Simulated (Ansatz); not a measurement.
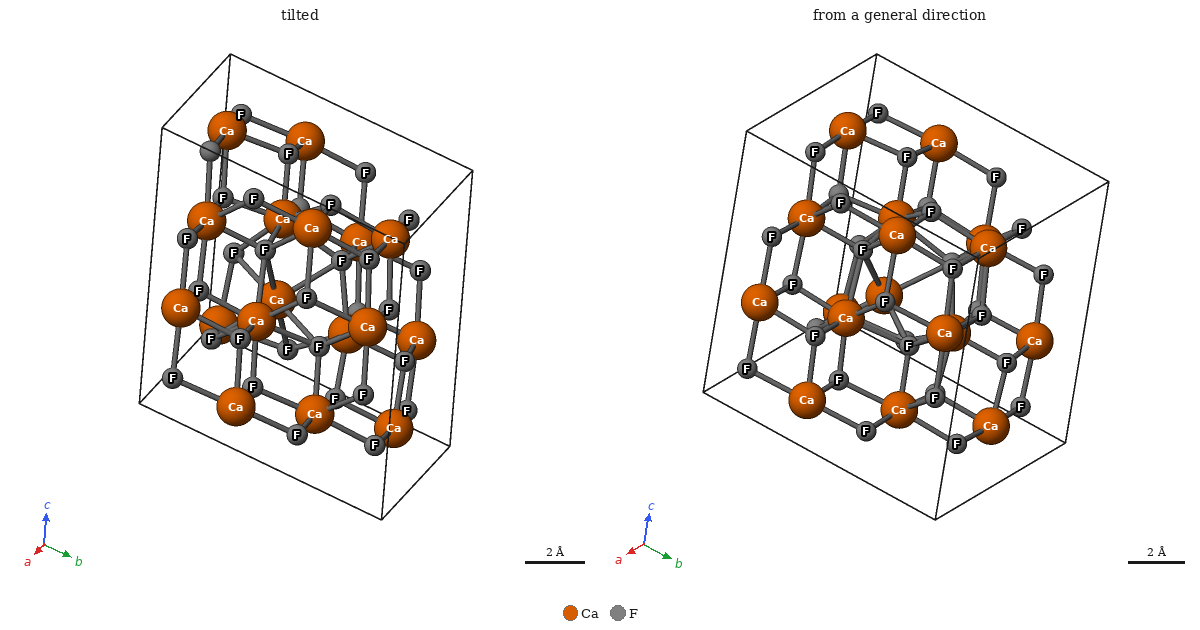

Drawn in the ball-and-stick manner and seen slightly off an axis and from a general direction. The edges of the supercell are marked. The host is CaF2, in a cell of 48 sites, and the cell is neutral.

What defect is present?

Answer. Calcium on a fluorine site (an antisite). It is bonded to six F in an octahedral arrangement at about 2.7 Å.

Run with Ansatz 0.2.0, DFT PBE, scalar-relativistic, plane waves, PAW and these settings: wavefunction cutoff 420 eV, Brillouin-zone sampling on a 2×2×2 mesh, Gaussian smearing of 0.01 eV, collinear spins.

Does the defective cell carry a moment?

Answer. Yes, 3.0 μB in the cell.

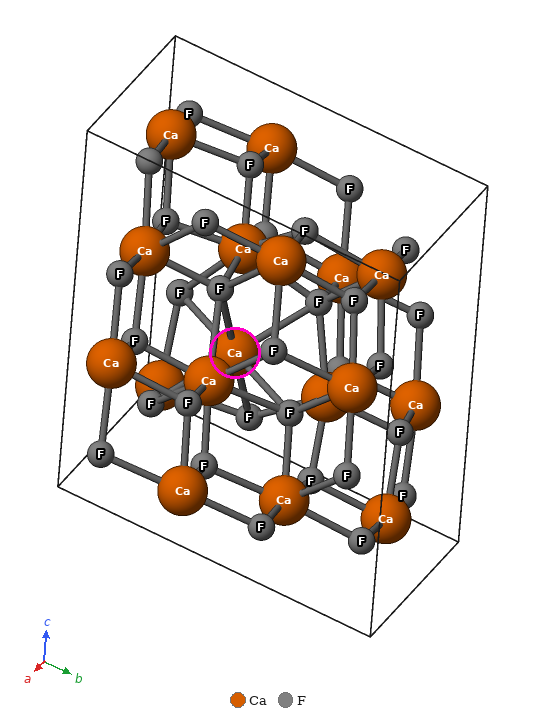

The same cell with a ring at the defect's site.

The atoms were relaxed in the host's cell with Ansatz, DFT PBE, scalar-relativistic, plane waves, PAW.
